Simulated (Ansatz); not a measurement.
System: Al, space group Im-3m (No. 229).

The given structure:
```yaml
crystal:
  lattice:
    - [-1.59122, 1.59122, 1.59122]
    - [1.59122, -1.59122, 1.59122]
    - [1.59122, 1.59122, -1.59122]
  atoms:
    - { symbol: Al, position: [0.00000, 0.00000, 0.00000] }
```

Method: deformation of a crystal at fixed volume, lengths along the axis scaled against those across it, fractional coordinates fixed, by plane-wave density functional theory with PAW datasets, free energies less that of the undisturbed cell, pressure positive in compression; scalar-relativistic (Ansatz 0.2.0). Level: LDA, no spin polarisation.

- wave cutoff: 350 eV
- k mesh: 12×12×12
- occupations: Gaussian
- smearing width: 0.15 eV
- k shift: (0, 0, 0) (mesh steps)
- start: as given
- path: trigonal
- axis direction: (0.5774, 0.5774, 0.5774) (Cartesian unit vector)

What does the calculation give for the energy change and pressure against relative axial ratio? The relative axial ratio takes the values 0.50, 0.60, 0.71, 0.85, 0.93, 1.00, 1.08, 1.20, 1.41, 1.70, 2.00.

The energy change is 5337 meV/atom at relative axial ratio 0.50 and 422 meV/atom at 2.00; the lowest computed point is at relative axial ratio 1.00 (0 meV/atom). The pressure goes from 101 GPa at relative axial ratio 0.50 to 16 GPa at 2.00, not monotonically, with a low of 1 GPa at 1.00.

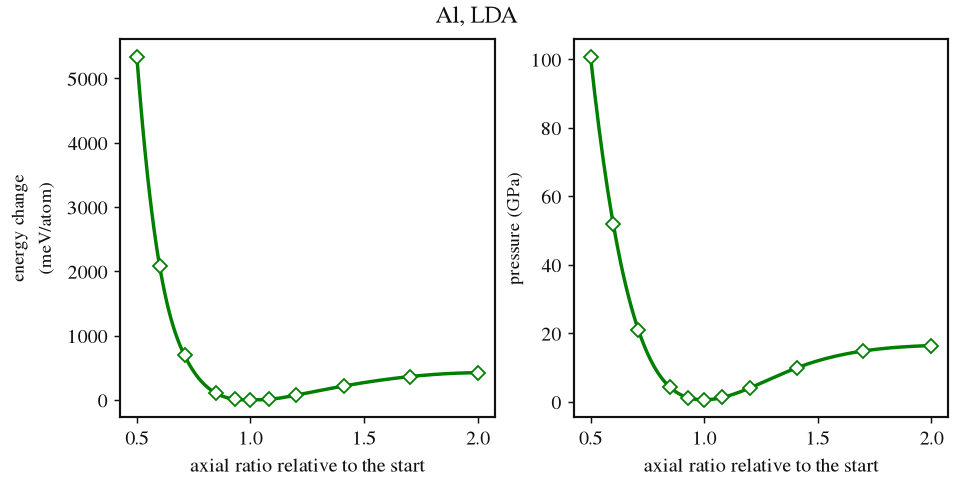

Caveats: coarse k mesh; cutoff under the advised one; reference crystal is not relaxed.
